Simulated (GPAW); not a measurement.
## Near-edge structure at the Ga K edge of zinc-blende (GaAs)₁₋ₓ(GaP)ₓ at x = 0.25

What does the Ga K edge look like in zinc-blende (GaAs)₁₋ₓ(GaP)ₓ at x = 0.25?

Program: GPAW 26.7.0. Level of theory: X-ray absorption from dipole matrix elements to empty bands, plane-wave PAW PBE. Results are calculated unless marked as measured.

**1. Set-up**

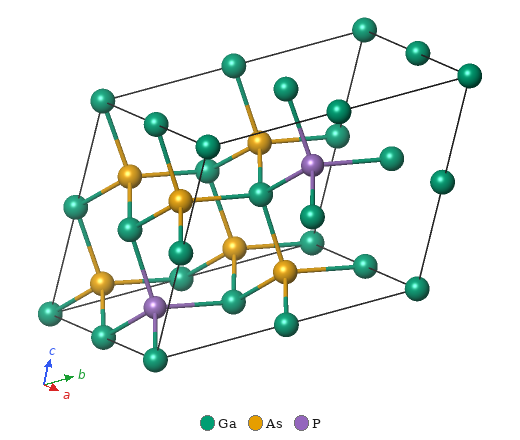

Start, viewed slightly off an axis; gallium teal, arsenic orange, phosphorus purple. Bonds to atoms that aren't drawn are left out. Some periodic images of atoms are drawn too.

The cell holds 16 atoms: 8 Ga, 6 As and 2 P. Cell: a = 7.923 Å, b = 7.923 Å, c = 7.923 Å, α = 60.0°, β = 60.0°, γ = 60.0°. 16-atom zinc-blende cell, 2 of 8 As sites taken by P at random, lattice constants typed for the ends and interpolated (Vegard).

**2. Relaxation**

The cell was built by hand, so its atoms are relaxed first: near-edge features follow bond lengths closely.

relax.py reads:

```python
import numpy as np
from ase import Atoms
from ase.parallel import parprint, paropen
from gpaw import GPAW, PW, FermiDirac, Mixer, MixerDif, setup_paths
from ase.optimize import BFGS

atoms = Atoms('GaAsGaAsGaAsGaAsGaPGaAsGaAsGaP',
    cell=[[0, 5.6025, 5.6025],
     [5.6025, 0, 5.6025],
     [5.6025, 5.6025, 0]],
    scaled_positions=[[0.002807, 0.998988, 0.000968],
     [0.125724, 0.122735, 0.128187],
     [0.999016, 0.997094, 0.502003],
     [0.125833, 0.127328, 0.629862],
     [0.998282, 0.501991, 0.997402],
     [0.124845, 0.629281, 0.12481],
     [0.998571, 0.499545, 0.504303],
     [0.125507, 0.624568, 0.622445],
     [0.50055, 0.003506, 0.997085],
     [0.62443, 0.125332, 0.123354],
     [0.500675, 0.002855, 0.502631],
     [0.625739, 0.121776, 0.623734],
     [0.499505, 0.500052, 0.997083],
     [0.625111, 0.622025, 0.124448],
     [0.500611, 0.502427, 0.501156],
     [0.624442, 0.626591, 0.623705]],
    pbc=True)
atoms.calc = GPAW(legacy_gpaw=True, mode=PW(400, force_complex_dtype=True), xc='PBE', setups={},
    kpts={'size': (3, 3, 3), 'gamma': True}, occupations=FermiDirac(0.08),
    charge=0, mixer=Mixer(0.1, 5, 50), maxiter=150,
    convergence={'density': 0.0001, 'eigenstates': 1e-6}, txt='relax.txt')
steps = []
opt = BFGS(atoms, logfile='-')
opt.attach(lambda: steps.append([atoms.get_potential_energy(), float(np.linalg.norm(atoms.get_forces(), axis=1).max())]))
done = opt.run(fmax=0.05, steps=30)
out = dict(done=bool(done), steps=steps, frac=atoms.get_scaled_positions().tolist())
import json
with paropen('out.json', 'w') as f:
    json.dump(out, f)
```

The run is started by

```console
$ OMP_NUM_THREADS=1 mpirun -n 4 gpaw python relax.py
```

Numbers of over 12 decimals in the logs are rounded to 6 here.

Log:

```text
Input parameters:
  convergence: {density: 0.0001,
                eigenstates: 1e-06}
  kpts: {gamma: True,
         size: (3, 3, 3)}
  maxiter: 150
  mixer: {backend: pulay,
          beta: 0.1,
          method: separate,
          nmaxold: 5,
          weight: 50}
  mode: {ecut: 400.0,
         force_complex_dtype: True,
         name: pw}
  occupations: {fixmagmom: False,
                name: fermi-dirac,
[...]
No difference between direct/indirect transitions

Forces in eV/Ang:
[...]
14 Ga   -0.01536   -0.00481   -0.01700
 15 P     0.01436    0.01238   -0.00684
Step     Time          Energy          fmax
BFGS:    0 02:50:14      -67.006556        1.282559
BFGS:    1 02:50:33      -67.083744        0.946639
BFGS:    2 02:50:53      -67.185532        0.124797
BFGS:    3 02:51:04      -67.186874        0.115107
BFGS:    4 02:51:19      -67.189109        0.037308
[key lines of the parts left out:]
Converged after 8 iterations.
Dipole moment: (-26.798306, -24.580898, -24.646737) |e|*Ang
Free energy:    -67.189109
Fermi level: 5.44063
```

It took 1.7 min on 4 MPI ranks of Intel Xeon Platinum 8375C at 2.90GHz (Ice Lake), shared host; peak memory 0.32 GiB; 6.6 min of CPU time.

In 4 steps the energy fell by 182 meV (energies extrapolated to zero smearing) and the largest force to 0.037 eV/Å. Atom 11 (Ga; the text counts from 1, the script from 0) is among those that moved most, by 0.08 Å.

**3. Ground state of the crystal**

The ground state comes first: it tells whether the system has a gap, which decides how the excited electron is treated.

scf.py reads:

```python
import numpy as np
from ase import Atoms
from ase.parallel import parprint, paropen
from gpaw import GPAW, PW, FermiDirac, Mixer, MixerDif, setup_paths
from gpaw.test import gen
setup_paths.insert(0, '.')
gen('Ga', name='nch1s', xcname='PBE', corehole=(1, 0, 0), write_xml=True)
from gpaw.mpi import world
world.barrier()

atoms = Atoms('GaAsGaAsGaAsGaAsGaPGaAsGaAsGaP',
    cell=[[0, 5.6025, 5.6025],
     [5.6025, 0, 5.6025],
     [5.6025, 5.6025, 0]],
    scaled_positions=[[0.9932253, 0.0026072, 0.004446],
     [0.1256799, 0.1254073, 0.1266144],
     [0.0008845, 0.9995674, 0.5021938],
     [0.1252391, 0.1253798, 0.6270232],
     [0.9991811, 0.5010059, 0.0000094],
     [0.1245451, 0.625313, 0.1256031],
     [0.992256, 0.5024491, 0.5027768],
     [0.1263896, 0.6241538, 0.62453],
     [0.5032027, 0.0018535, 0.0018317],
     [0.6252129, 0.1251708, 0.1246443],
     [0.5043836, 0.9974881, 0.4946344],
     [0.6255041, 0.1256797, 0.6245898],
     [0.5036515, 0.495327, 0.9945849],
     [0.6240151, 0.6247517, 0.1241175],
     [0.5039368, 0.5029197, 0.5012176],
     [0.6243675, 0.6270355, 0.6243719]],
    pbc=True)
atoms.calc = calc = GPAW(legacy_gpaw=True, mode=PW(400, force_complex_dtype=True), xc='PBE', setups={0: 'nch1s'},
    kpts={'size': (3, 3, 3), 'gamma': True}, occupations=FermiDirac(0.05),
    charge=0, mixer=Mixer(0.1, 5, 50), maxiter=150,
    convergence={'density': 0.0001, 'eigenstates': 1e-6}, txt='scf.txt')
energy = atoms.get_potential_energy() + calc.get_reference_energy()
ef = calc.get_fermi_level()
out = dict(energy=energy, fermi=ef, forces=atoms.get_forces().tolist())
parprint(f'all-electron energy {energy:.4f} eV, Fermi level {ef:.4f} eV')
ev = np.array([[calc.get_eigenvalues(k, s) for k in range(len(calc.get_ibz_k_points()))] for s in range(calc.get_number_of_spins())])
out['homo'], out['lumo'], out['counts'] = ev[ev < ef].max(), ev[ev > ef].min(), sorted(set((ev < ef).sum((0, 2)).tolist()))
out['filled'] = (ev[:, 0] < ef).sum(1).tolist()
import json
with paropen('out.json', 'w') as f:
    json.dump(out, f)
```

The run is started by

```console
$ OMP_NUM_THREADS=1 mpirun -n 4 gpaw python scf.py
```

Log:

```text
Input parameters:
  convergence: {density: 0.0001,
                eigenstates: 1e-06}
  kpts: {gamma: True,
         size: (3, 3, 3)}
  maxiter: 150
  mixer: {backend: pulay,
          beta: 0.1,
          method: separate,
          nmaxold: 5,
          weight: 50}
  mode: {ecut: 400.0,
         force_complex_dtype: True,
         name: pw}
  occupations: {fixmagmom: False,
                name: fermi-dirac,
                width: 0.05}
  setups: {0: nch1s}
  xc: PBE

Initialize ...

[... PAW data sets ...]

Reference energy: -810701.041888  # eV

Spin-paired calculation

[... convergence settings ...]
Symmetries present (total): 1
  [... symmetry matrices ...]

27 k-points: 3 x 3 x 3 Monkhorst-Pack grid
14 k-points in the irreducible part of the Brillouin zone
       k-points in crystal coordinates                weights
   0:     0.00000000    0.00000000    0.00000000          1/27
   1:     0.00000000    0.00000000    0.33333333          2/27
   2:     0.00000000    0.33333333   -0.33333333          2/27
   3:     0.00000000    0.33333333    0.00000000          2/27
   4:     0.00000000    0.33333333    0.33333333          2/27
   5:     0.33333333   -0.33333333   -0.33333333          2/27
   6:     0.33333333   -0.33333333    0.00000000          2/27
   7:     0.33333333   -0.33333333    0.33333333          2/27
   8:     0.33333333    0.00000000   -0.33333333          2/27
   9:     0.33333333    0.00000000    0.00000000          2/27
          ...
  13:     0.33333333    0.33333333    0.33333333          2/27

Wave functions: Plane wave expansion
  Cutoff energy: 400.000 eV
  Number of coefficients (min, max): 6374, 6405
  Pulay-stress correction: 0.000000 eV/Ang^3 (de/decut=0.000000)
  Using FFTW library
  Wavefunction extrapolation:
    Improved wavefunction reuse through dual PAW basis

Occupation numbers: Fermi-Dirac:
  width: 0.0500  # eV

Eigensolver
   Davidson(niter=2)

Densities:
  Coarse grid: 40*40*40 grid
  Fine grid: 80*80*80 grid
  Total Charge: 0.000000

Density mixing:
  Method: separate
  Backend: pulay
  Linear mixing parameter: 0.1
  old densities: 5
  Width of damping distribution: 1.1
  Damping of long wavelength oscillations: 50

[... Hamiltonian set-up ...]
Number of atoms: 16
Number of atomic orbitals: 64
Number of bands in calculation: 43
Number of valence electrons: 64
Bands to converge: occupied

... initialized

Initializing position-dependent things.

Density initialized from atomic densities
Creating initial wave functions:
  43 bands from LCAO basis set

                         Ga

                 Ga         P Ga
                                Ga
                   As
          Ga           Ga
                     As
                            Ga
            P             As

        Ga       As
                   As

          As

Atomic positions and initial magnetic moments

Positions:
   0 Ga     0.039516    5.589453    5.579152    ( 0.0000,  0.0000,  0.0000)
   1 As     1.411952    1.413479    1.406716    ( 0.0000,  0.0000,  0.0000)
   2 Ga     8.413617    2.818496    5.605032    ( 0.0000,  0.0000,  0.0000)
   3 As     4.215338    4.214550    1.404092    ( 0.0000,  0.0000,  0.0000)
   4 Ga     2.806938    5.597965    8.404798    ( 0.0000,  0.0000,  0.0000)
   5 As     4.207007    1.401455    4.201080    ( 0.0000,  0.0000,  0.0000)
   6 Ga     5.631778    8.375921    8.374085    ( 0.0000,  0.0000,  0.0000)
[...]
13 As     4.195540    4.191413    6.996216    ( 0.0000,  0.0000,  0.0000)
  14 Ga     5.625679    5.631378    5.640914    ( 0.0000,  0.0000,  0.0000)
  15 P      7.011010    6.996062    7.010985    ( 0.0000,  0.0000,  0.0000)

Unit cell:
           periodic     x           y           z      points  spacing
  1. axis:    yes    0.000000    5.602500    5.602500    40     0.1617
  2. axis:    yes    5.602500    0.000000    5.602500    40     0.1617
  3. axis:    yes    5.602500    5.602500    0.000000    40     0.1617

  Lengths:   7.923131   7.923131   7.923131
  Angles:   60.000000  60.000000  60.000000

Effective grid spacing dv^(1/3) = 0.1765

iter:   1   -68.065363
iter:   2   -67.750412   -2.01  -0.84
iter:   3   -67.259019   -1.58  -0.90
iter:   4   -67.217800   -3.03  -1.36
iter:   5   -67.216379   -2.45  -1.46
iter:   6   -67.210959c  -2.84  -2.04
iter:   7   -67.193039c  -4.00  -1.94
iter:   8   -67.188516c  -3.94  -2.24
iter:   9   -67.189892c  -4.61  -2.68
iter:  10   -67.188818c  -4.06  -2.53
iter:  11   -67.188354c  -5.55  -2.78
iter:  12   -67.188252c  -5.60  -3.09
iter:  13   -67.188254c  -7.03c -3.75
iter:  14   -67.188255c  -8.00c -3.84
iter:  15   -67.188257c  -7.92c -3.92
iter:  16   -67.188258c  -8.68c -4.06c

Converged after 16 iterations.

Dipole moment: (-26.797183, -24.580080, -24.646275) |e|*Ang

Energy contributions relative to reference atoms: (reference = -810701.041888)

Kinetic:       +211.532812
Potential:     -186.460402
External:        +0.000000
XC:             -92.389715
Entropy (-ST):   -0.000026
Local:           +0.129061
SIC:             +0.000000
--------------------------
Free energy:    -67.188271
Extrapolated:   -67.188258

Showing only first 2 kpts
 Kpt  Band  Eigenvalues  Occupancy
  0    30      4.97219    1.99977
  0    31      4.99130    1.99966
  0    32      5.81989    0.00075
  0    33      6.10636    0.00000

  1    30      4.58140    2.00000
  1    31      4.59176    2.00000
  1    32      6.35650    0.00000
  1    33      6.75040    0.00000

Fermi level: 5.42547

Gap: 0.829 eV
Transition (v -> c):
  (s=0, k=0, n=31, [0.00, 0.00, 0.00]) -> (s=0, k=0, n=32, [0.00, 0.00, 0.00])
No difference between direct/indirect transitions

Forces in eV/Ang:
  0 Ga   -0.02258   -0.00457    0.00414
  1 As   -0.03068   -0.01451   -0.00831
  2 Ga    0.00263   -0.02029   -0.01023
  3 As    0.00073    0.01762    0.01729
  4 Ga    0.00372    0.00574    0.00139
  5 As    0.00250    0.00967    0.02052
  6 Ga   -0.00974    0.00348    0.01165
[...]
13 As    0.01060   -0.00451    0.00045
 14 Ga   -0.01488   -0.00515   -0.01609
 15 P     0.01053    0.01166   -0.00664
Scalar-relativistic atomic PBE calculation for Ga (Gallium, Z=31)
Core hole in 1s state (1s occupation: 2.0)
600 radial gridpoints.
|------------------------------------------------|
|------------------------------------------------|
[... the atom generator's iteration count ...]

Energy contributions:
-------------------------
Kinetic:    +1975.818718
XC:           -75.460039
Potential:  -3843.834555
-------------------------
Total:      -1943.475875

state      eigenvalue         ekin         rmax
-----------------------------------------------
1s^2.0 :  -375.738345   483.145156        0.032
2s^2.0 :   -46.372143    92.242833        0.182
2p^6.0 :   -40.383279    89.841965        0.146
3s^2.0 :    -5.441135    20.702678        0.565
3p^6.0 :    -3.633356    18.380252        0.567
3d^10.0:    -0.703962    12.956549        0.533
4s^2.0 :    -0.328732     1.921093        1.895
4p^1.0 :    -0.094810     0.896399        2.539
-----------------------------------------------
(units: Bohr and Hartree)

Generating PAW setup
Kinetic energy of the core from tauc = 1991.443120
Cutoffs:
rc(s)=2.200
rc(p)=2.200
rc(d)=2.200
rc(vbar)=1.980
rc(comp)=2.200
rc(nct)=2.200

Kinetic energy of the core states: 1971.080133
Charge: 0.0
Core electrons: 28.0
Valence electrons: 3.0
Pseudo-core charge: 1.922205
Shape function alpha=2.066
Pseudo-electron charge 5.203998
state    eigenvalue         norm
--------------------------------
4s(2) :    -0.328732     1.135119
*s    :     0.671268
4p(1) :    -0.094810     1.011555
*p    :     0.905190
*d    :     0.000000
--------------------------------

Diagonalizing with gridspacing h=0.050

state   all-electron     PAW
-------------------------------
4s:      -0.328732    -0.328886
4p:      -0.094810    -0.094897
*d:                    0.028969
*f:                    0.063419
-------------------------------
all-electron energy -810768.2301 eV, Fermi level 5.4255 eV
```

Elapsed: 36 s, on 4 MPI ranks; peak memory 0.33 GiB.

The mesh shows a gap of 0.83 eV. The excited electron is kept all the same, so that all members of the series, with or without a gap, are treated alike.

**4. Reference energy of the cell**

The photon energy needs a difference of total energies, so the cell and mesh of the coming hole run are first run without a hole.

Changes to scf.py since step 3:

```diff
@@ -32,3 +32,3 @@
 atoms.calc = calc = GPAW(legacy_gpaw=True, mode=PW(400, force_complex_dtype=True), xc='PBE', setups={0: 'nch1s'},
-    kpts={'size': (3, 3, 3), 'gamma': True}, occupations=FermiDirac(0.05),
+    kpts={'size': (3, 3, 3), 'gamma': True}, occupations=FermiDirac(0.02),
     charge=0, mixer=Mixer(0.1, 5, 50), maxiter=150,
```

Log:

```text
Input parameters:
  convergence: {density: 0.0001,
                eigenstates: 1e-06}
  kpts: {gamma: True,
         size: (3, 3, 3)}
  maxiter: 150
  mixer: {backend: pulay,
          beta: 0.1,
          method: separate,
          nmaxold: 5,
          weight: 50}
  mode: {ecut: 400.0,
         force_complex_dtype: True,
         name: pw}
  occupations: {fixmagmom: False,
                name: fermi-dirac,
[...]
4s(2) :    -0.328732     1.135119
*s    :     0.671268
4p(1) :    -0.094810     1.011555
*p    :     0.905190
*d    :     0.000000
--------------------------------

Diagonalizing with gridspacing h=0.050

state   all-electron     PAW
-------------------------------
4s:      -0.328732    -0.328886
4p:      -0.094810    -0.094897
*d:                    0.028969
*f:                    0.063419
-------------------------------
all-electron energy -810768.2302 eV, Fermi level 5.4116 eV
[key lines of the parts left out:]
Converged after 16 iterations.
Dipole moment: (-26.797175, -24.580065, -24.646261) |e|*Ang
Free energy:    -67.188269
Fermi level: 5.41162
```

Elapsed: 38 s, on 4 MPI ranks; peak memory 0.33 GiB; 2.5 min of CPU time.

Reference energy: -810768.230 eV with the cores included.

(Part 1 of 2 ends here.)

[Banner, clock and machine lines of the logs are left out without a mark of their own.]

[Logs are printed without paths, hosts, clocks, repeated set-up lines and the standing remarks that a program may print on its own settings, such as how far it seeks lower states.]

[Hosts, paths, dates, database ids (printed as entryN), source tags and the programs' standing remarks are cut or masked in the printed files.]

[Lists of maxima count a maximum above −3 eV only where it reaches 4 % of the highest in the window and stands out from its surroundings by 2 % of it (1.5 % where it reaches 55 %); shoulders and weaker maxima are passed over, and of the rest the first, up to two pre-edge ones and the few strongest are named.]
